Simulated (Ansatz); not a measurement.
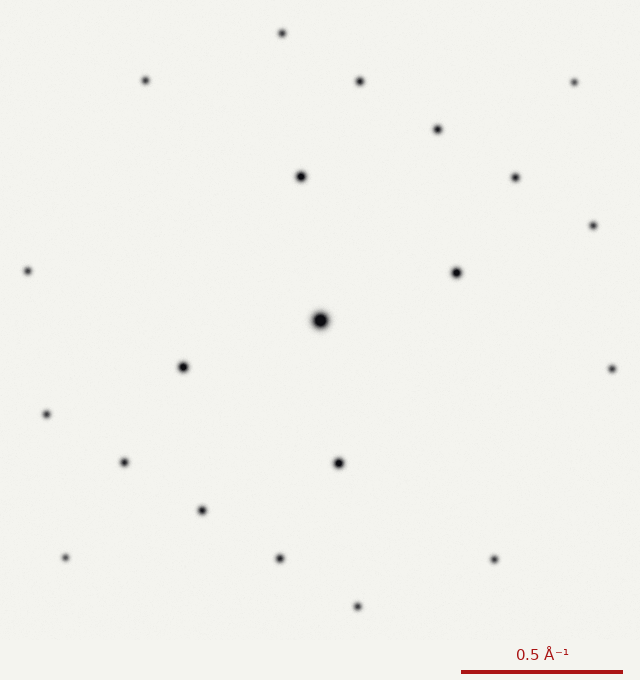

Kinematic zone-axis pattern, calculated for 300 keV electrons with B = 0.5 Å².

Candidate phases (model or computed cells):
A. Rb, space group Pm-3n (No. 223), a = 9.34 Å
B. Pd, space group Fd-3m (No. 227), a = 5.74 Å
C. Mn, space group Im-3m (No. 229), a = 2.787 Å
D. Ir, space group Pm-3n (No. 223), a = 4.96 Å

Identify the phase and the zone axis.

Candidate D (Ir), along [211] or an equivalent direction. The spots form a rectangular net whose two shortest vectors correspond to d = 3.51 Å and 2.86 Å, 90.0° apart. They index as 0 1 -1 (itself too weak to see) and -1 1 1 (itself extinct); no zone of the other candidates with indices up to 3 has this net. Some points of the net are extinct or too weak to see.
